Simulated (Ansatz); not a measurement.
Run report: Al2Cu, geometry relaxation (part 1 of 2)

System: Al2Cu (12 atoms in the cell).
Method: DFT PBE, scalar-relativistic, plane waves, PAW, no spin polarisation (Ansatz 0.2.0).

The structure derives from a Materials Project entry. It belongs to a series of runs on one base structure; here: uniaxial strain along c, a, b and atoms relaxed: +1.0 %. Figures and captions count atoms from 1; the log counts them from 0 in places.

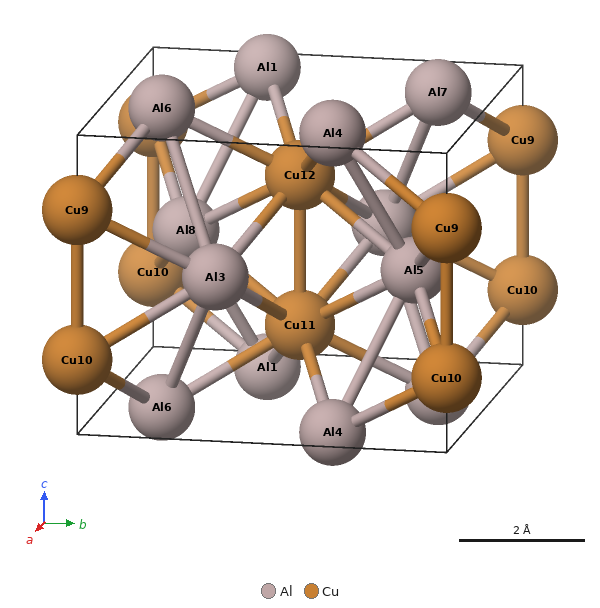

The structure as given in the input (ball-and-stick view of the cell of the calculation, seen slightly off an axis; atoms are numbered from 1 in the order of the input). An atom can appear more than once, as a periodic image.

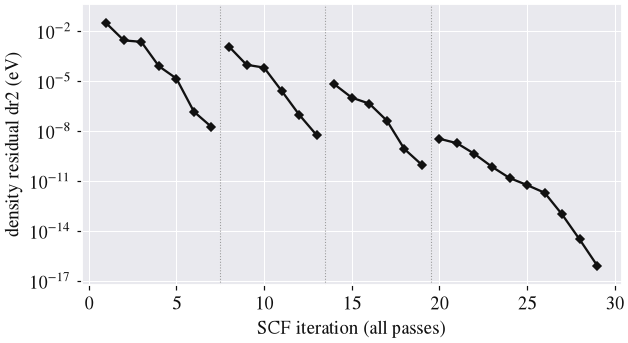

Convergence of the self-consistent field: density residual dr2 against the SCF iteration. The dotted lines part the SCF passes of the relaxation: geometry steps, rejected trials and re-solves on a re-selected basis. The passes take 7, 6, 6 and 10 iterations.

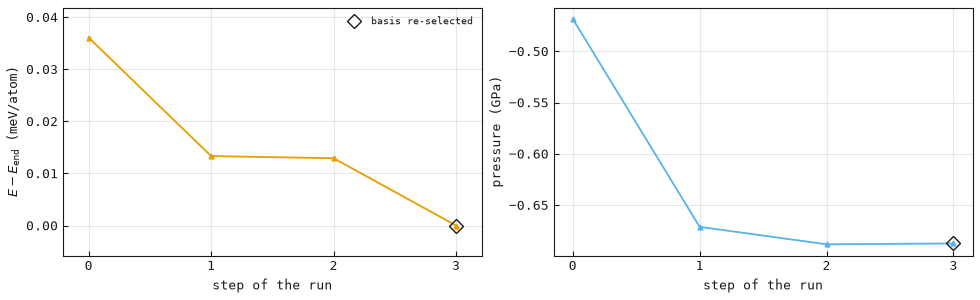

Progress of the relaxation, step by step (the first geometry is step 0 here and step 1 in the log). No atom moves by more than 0.005 Å relative to the cell. Cell: a = b 6.037 → 6.044 Å (+0.1 %), c stays at 4.932 Å. Volume +0.2 %. Distances before and after: Al1–Al4 2.710 → 2.716 Å. The space group stays I4/mcm (No. 140). The energy falls by next to nothing (0.0 meV per atom) in 2 geometry steps. The largest force component goes from 0.0081 to 0.0009 eV/Å. Pressure: −0.47 GPa at the start and −0.69 GPa at the end. A last SCF at the same geometry on a re-selected plane-wave basis shifts the energy by next to nothing (0.0 meV per atom). (Atoms are counted from 1 in the order of the input.)

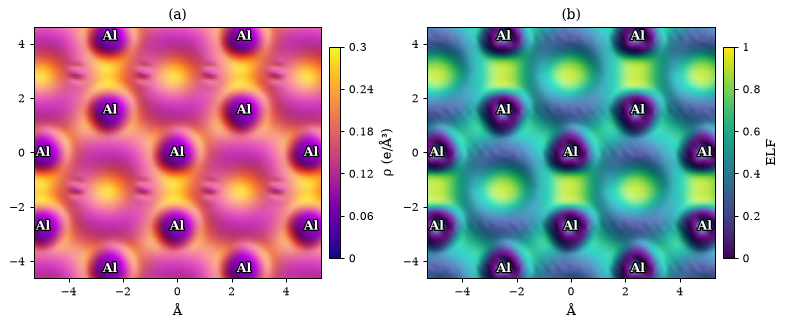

(a) valence charge density (pseudo); (b) electron localisation function on the (11̄0) plane of the conventional cell. The section cuts through Al sites. Al–Al (2.72 Å): ρ at the midpoint is about 0.26 e/Å³; the ELF peaks at about 0.85 between the atoms, as expected for localised, shared-pair bonding. Al–Al (2.92 Å): the density is about 0.19 e/Å³ at the midpoint; the ELF peaks at about 0.65 between the atoms. Away from the nuclei the density in this plane falls to 0.11 e/Å³ at its lowest. Core electrons are frozen (PAW), so the fields are smoothed inside the atomic spheres.

The input that produced these results follows, with the program's output.

Input:
```yaml
crystal:
  lattice:
    - [6.0373554957, 0.0, 0.0]
    - [0.0, 6.0373554957, 0.0]
    - [0.0, 0.0, 4.9317142129]
  atoms:
    - { symbol: Al, position: [0.1586946207, 0.3413053793, 0.0] }
    - { symbol: Al, position: [0.1586946207, 0.6586946207, 0.5] }
    - { symbol: Al, position: [0.8413053793, 0.3413053793, 0.5] }
    - { symbol: Al, position: [0.8413053793, 0.6586946207, 0.0] }
    - { symbol: Al, position: [0.6586946207, 0.8413053793, 0.5] }
    - { symbol: Al, position: [0.6586946207, 0.1586946207, 0.0] }
    - { symbol: Al, position: [0.3413053793, 0.8413053793, 0.0] }
    - { symbol: Al, position: [0.3413053793, 0.1586946207, 0.5] }
    - { symbol: Cu, position: [0.0, 0.0, 0.75] }
    - { symbol: Cu, position: [0.0, 0.0, 0.25] }
    - { symbol: Cu, position: [0.5, 0.5, 0.25] }
    - { symbol: Cu, position: [0.5, 0.5, 0.75] }
basis:
  ecutwfc: 420
kpoints:
  mp_grid: { grid: [6, 6, 8] }
hamiltonian:
  xc: pbe
scf:
  occupations: { method: gaussian, width: 0.1 }
output:
  forces: true
  stress: true
  eigenvalues: true
  write_density: true
  write_potential: true
  elf: true
  volumetric_format: npy
relax:
  adjacent_minimum: "off"
  f_tol: 0.008
  max_steps: 40
  cell: { stress_tol: 0.015, fix: [c, angles] }
```

Run as:
```bash
ansatz run input.yaml --threads 1 --pin off --max-ram 2560MiB --backend cpu --events-out ev --progress --plain --runs-dir out
```

Log:
```
Engine: ansatz 0.2.0, aarch64-unknown-linux-gnu
Pseudopotentials: kind: paw
Pseudopotential: Al, paw, valence charge 3, recommended cutoff 420 eV (normal), Al.paw.azcp
Pseudopotential: Cu, paw, valence charge 19, recommended cutoff 420 eV (normal), Cu.paw.azcp
Functional definition: PBE
  parameter kappa = 0.804
  parameter beta = 0.06672455060314922
  exchange = pbe_x(kappa = kappa, mu = beta*pi^2/3)
  correlation = pbe_c(beta = beta)
Crystal: 12 atoms, lattice volume = 179.759 Å³
Basis set: ecut = 420 eV, 3485 PW (Γ), exchange–correlation on 90×90×72 points (8 copies of the dense FFT grid, shifted against one another)
Bands: 62, of which v1, the nominal top of the filled ones, is band 50 counted from 1 (49 counted from 0)
Symmetry: 32 space group operations
Space group: I4/mcm (ITA 140), of the structure as read, at distance tolerance 5.6e-5 Å
k-points: 50 of 288
Non-local potential: Al, projectors of the file, l = 0: 2, l = 1: 2, l = 2: 1
Non-local potential: Cu, projectors of the file, l = 0: 3, l = 1: 2, l = 2: 3, l = 3: 1
PAW form: soft (Blöchl's): semilocal exchange-correlation on the pseudo side does not see the compensation charge
PAW one-centre angular grid: Al, 110 points (default); XC on 64 Gauss nodes
PAW one-centre angular grid: Cu, 590 points (default); XC on 64 Gauss nodes
Initial density: superposition of atomic densities (neutral atoms: chi_scale 0, normalization atom), corrected by the library's trained network
Initial wavefunctions: pseudopotential atomic-orbital guess
Functional: x = pbe(κ = 0.804, μ = 0.2195149727645171), c = pbe(β = 0.06672455060314922)
SCF iter   1: F=—  HF=-30802.669491 eV  |F-HF|=—  |Δ(HF+E_count)|=         —  Δρ=4.34e-3  dr2=2.95e-2  ethr=1.77e-3  ⟨swp⟩=6.8  Hψ=12642  notcnv=0  defer=18
preconditioner: auto → Kerker (q_TF=auto, 2.474 Å⁻¹)  [metal: Δε(μ)=0.036 eV  Ē_g=7.044 eV  σ=0.100 eV  W_gap=0.20  n_scr=46 (ndim 8)  ℏωp=22.8 eV  f_vac=0.000  D(μ)=3.34/eV (n_scr^D=18)]
SCF iter   2: F=—  HF=-30802.667566 eV  |F-HF|=—  |Δ(HF+E_count)|=   1.93e-3  Δρ=1.06e-3  dr2=2.77e-3  ethr=2.95e-5  ⟨swp⟩=2.6  Hψ=5149  notcnv=0  defer=28
SCF iter   3: F=—  HF=-30802.667011 eV  |F-HF|=—  |Δ(HF+E_count)|=   5.54e-4  Δρ=8.31e-4  dr2=2.25e-3  ethr=2.77e-6  ⟨swp⟩=2.0  Hψ=4089  notcnv=0  defer=28
SCF iter   4: F=—  HF=-30802.666693 eV  |F-HF|=—  |Δ(HF+E_count)|=   3.19e-4  Δρ=1.41e-4  dr2=7.80e-5  ethr=2.25e-6  ⟨swp⟩=2.1  Hψ=4255  notcnv=0  defer=28
SCF iter   5: F=—  HF=-30802.666709 eV  |F-HF|=—  |Δ(HF+E_count)|=   1.67e-5  Δρ=1.12e-4  dr2=1.42e-5  ethr=7.80e-8  ⟨swp⟩=2.0  Hψ=4424  notcnv=0  defer=28
SCF iter   6: F=—  HF=-30802.666706 eV  |F-HF|=—  |Δ(HF+E_count)|=   3.70e-6  Δρ=1.18e-5  dr2=1.45e-7  ethr=1.42e-8  ⟨swp⟩=2.0  Hψ=4127  notcnv=0  defer=28
SCF iter   7: F=-30802.666706 eV  HF=-30802.666706 eV  |F-HF|=9.15e-9  |Δ(HF+E_count)|=   1.63e-7  Δρ=3.96e-6  dr2=1.76e-8  ethr=1.00e-10  ⟨swp⟩=12.2  Hψ=19284  notcnv=0
SCF 1 converged in 7 iterations: F = -30802.666706 eV  dr2 = 1.76e-8
  greatest PAW one-centre occupation: 1.000 electrons in one spin orbital (limit 2), on the Cu atom at site 11 (counted from 0), in its partial waves of l = 0
relax step   1: F+E_penalty+E_count = -30802.66670576 eV  Δ(F+E_penalty+E_count) = +0.000e0 eV  max|allowed force component| = 8.150e-3 eV/Å  Δτ_max = 0.0000 Å  P = -0.468 GPa  Ω = 179.759 Å³  fix = [c, alpha, beta, gamma]  reactions: c -1.978 GPa  (7 SCF iters, dr2 threshold 1.00e-7 eV, accepted)
Crystal: 12 atoms, lattice volume = 180.148 Å³
Initial density: handed on by an earlier stage of this run
Initial wavefunctions: those handed on with the density
iter 1 solved again at ethr=1.18e-6 eV; its pass at ethr=3.10e-3 eV (dr2=1.18e-3 eV) is discarded
SCF iter   1: F=—  HF=-30802.667142 eV  |F-HF|=—  |Δ(HF+E_count)|=         —  Δρ=8.35e-4  dr2=1.17e-3  ethr=1.18e-6  ⟨swp⟩=1.1  Hψ=10783  notcnv=0
preconditioner: auto → Kerker (q_TF=auto, 2.473 Å⁻¹)  [metal: Δε(μ)=0.018 eV  Ē_g=7.007 eV  σ=0.100 eV  W_gap=0.10  n_scr=46 (ndim 8)  ℏωp=22.8 eV  f_vac=0.000  D(μ)=3.31/eV (n_scr^D=18)]
SCF iter   2: F=—  HF=-30802.667018 eV  |F-HF|=—  |Δ(HF+E_count)|=   1.24e-4  Δρ=1.44e-4  dr2=9.49e-5  ethr=1.17e-6  ⟨swp⟩=2.1  Hψ=3892  notcnv=0
SCF iter   3: F=—  HF=-30802.666990 eV  |F-HF|=—  |Δ(HF+E_count)|=   2.76e-5  Δρ=1.34e-4  dr2=6.40e-5  ethr=9.49e-8  ⟨swp⟩=2.0  Hψ=4197  notcnv=0
SCF iter   4: F=—  HF=-30802.666979 eV  |F-HF|=—  |Δ(HF+E_count)|=   1.14e-5  Δρ=3.45e-5  dr2=2.60e-6  ethr=6.40e-8  ⟨swp⟩=2.2  Hψ=4212  notcnv=0
iter 5 did not close the SCF: its close was put off for the readings that it lacked (scf_convergence_deferred on its scf_iter line)
SCF iter   5: F=-30802.666979 eV  HF=-30802.666979 eV  |F-HF|=1.03e-8  |Δ(HF+E_count)|=   4.42e-8  Δρ=5.47e-6  dr2=9.59e-8  ethr=2.60e-9  ⟨swp⟩=2.3  Hψ=4845  notcnv=0
SCF iter   6: F=-30802.666979 eV  HF=-30802.666979 eV  |F-HF|=2.24e-9  |Δ(HF+E_count)|=   3.35e-8  Δρ=1.57e-6  dr2=5.63e-9  ethr=9.59e-11  ⟨swp⟩=5.5  Hψ=17356  notcnv=0
SCF 2 converged in 6 iterations: F = -30802.666979 eV  dr2 = 5.63e-9
relax step   2: F+E_penalty+E_count = -30802.66697857 eV  Δ(F+E_penalty+E_count) = -2.728e-4 eV  max|allowed force component| = 3.551e-3 eV/Å  Δτ_max = 0.0020 Å  P = -0.671 GPa  Ω = 180.148 Å³  energy of the carried Pulay correction = -1.525e-4 eV  fix = [c, alpha, beta, gamma]  reactions: c -2.060 GPa  (6 SCF iters, dr2 threshold 2.05e-7 eV, accepted)
Crystal: 12 atoms, lattice volume = 180.176 Å³
iter 1 solved again at ethr=6.46e-9 eV; its pass at ethr=3.10e-3 eV (dr2=6.46e-6 eV) is discarded
SCF iter   1: F=—  HF=-30802.666949 eV  |F-HF|=—  |Δ(HF+E_count)|=         —  Δρ=6.61e-5  dr2=6.51e-6  ethr=6.46e-9  ⟨swp⟩=2.5  Hψ=12084  notcnv=0
preconditioner: auto → Kerker (q_TF=auto, 2.473 Å⁻¹)  [metal: Δε(μ)=0.027 eV  Ē_g=6.998 eV  σ=0.100 eV  W_gap=0.15  n_scr=46 (ndim 8)  ℏωp=22.8 eV  f_vac=0.000  D(μ)=3.30/eV (n_scr^D=18)]
SCF iter   2: F=—  HF=-30802.666984 eV  |F-HF|=—  |Δ(HF+E_count)|=   3.49e-5  Δρ=1.82e-5  dr2=1.01e-6  ethr=6.46e-9  ⟨swp⟩=2.3  Hψ=4167  notcnv=0
SCF iter   3: F=—  HF=-30802.666984 eV  |F-HF|=—  |Δ(HF+E_count)|=   2.86e-7  Δρ=1.36e-5  dr2=4.41e-7  ethr=1.01e-9  ⟨swp⟩=2.5  Hψ=4563  notcnv=0
SCF iter   4: F=—  HF=-30802.666984 eV  |F-HF|=—  |Δ(HF+E_count)|=   1.10e-7  Δρ=4.70e-6  dr2=4.24e-8  ethr=4.41e-10  ⟨swp⟩=2.0  Hψ=4544  notcnv=0
SCF iter   5: F=—  HF=-30802.666984 eV  |F-HF|=—  |Δ(HF+E_count)|=   7.50e-9  Δρ=4.67e-7  dr2=8.35e-10  ethr=4.24e-11  ⟨swp⟩=2.0  Hψ=3907  notcnv=0
SCF iter   6: F=-30802.666984 eV  HF=-30802.666984 eV  |F-HF|=8.73e-11  |Δ(HF+E_count)|=  2.73e-10  Δρ=1.79e-7  dr2=9.32e-11  ethr=1.00e-12  ⟨swp⟩=5.5  Hψ=12642  notcnv=0
SCF 3 converged in 6 iterations: F = -30802.666984 eV  dr2 = 9.32e-11
relax step   3: F+E_penalty+E_count = -30802.66698366 eV  Δ(F+E_penalty+E_count) = -5.089e-6 eV  max|allowed force component| = 9.012e-4 eV/Å  Δτ_max = 0.0005 Å  P = -0.688 GPa  Ω = 180.176 Å³  energy of the carried Pulay correction = -1.634e-4 eV  fix = [c, alpha, beta, gamma]  reactions: c -2.081 GPa  (6 SCF iters, dr2 threshold 1.33e-9 eV, accepted)
Initial wavefunctions: pseudopotential atomic-orbital guess (no wavefunctions were taken with the density)
iter 1 solved again at ethr=2.86e-7 eV; its pass at ethr=3.10e-3 eV (dr2=2.86e-4 eV) is discarded
```
